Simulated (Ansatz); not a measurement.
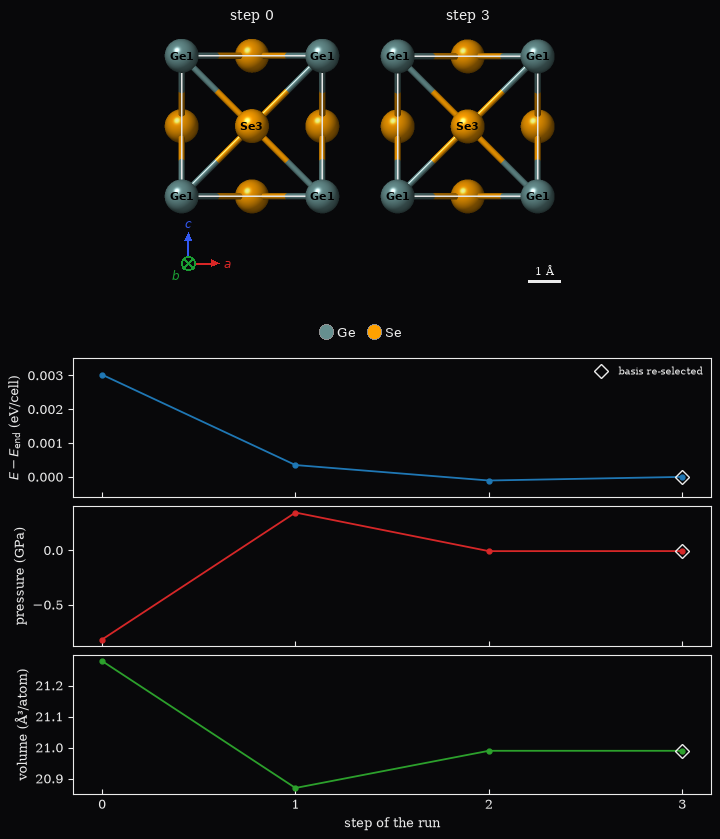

First and last geometry of a relaxation of a crystal of GeSe3 (built on the Cu3Au (L1_2)_221 type), with the history of the run. The picture is a ball-and-stick view of the cell of the calculation, seen along the b axis.

Case: Cu3Au (L1_2) type (Pm-3m, No. 221).

These are results of DFT PBE, scalar-relativistic, plane waves, PAW (Ansatz 0.2.0), not measurements. Settings: plane-wave cutoff 420 eV; k-point mesh 10 × 10 × 10; occupations gaussian; smearing width 0.1 eV; no spin polarisation; cell and atoms relaxed; force threshold 0.01 eV/Å; at most 80 steps.

What do the curves and the structures tell?

It converged. The atoms keep their places relative to the cell (all moves are under 0.005 Å). The volume changes by −1.4 %, with a = b = c 4.399 → 4.379 Å (−0.5 %). Some distances before and after: Ge–Se 3.110 → 3.096 Å. The space group stays Pm-3m (No. 221). After 2 accepted moves (3 points after the start) the energy has fallen by 3.0 meV per cell of the calculation. All forces vanish by symmetry, so only the cell relaxes. Pressure: −0.82 GPa at the start and −0.01 GPa at the end. At 1 point the geometry stayed and the basis and grid were re-selected for the new cell (energy shift of 0.1 meV per cell of the calculation at most each time).
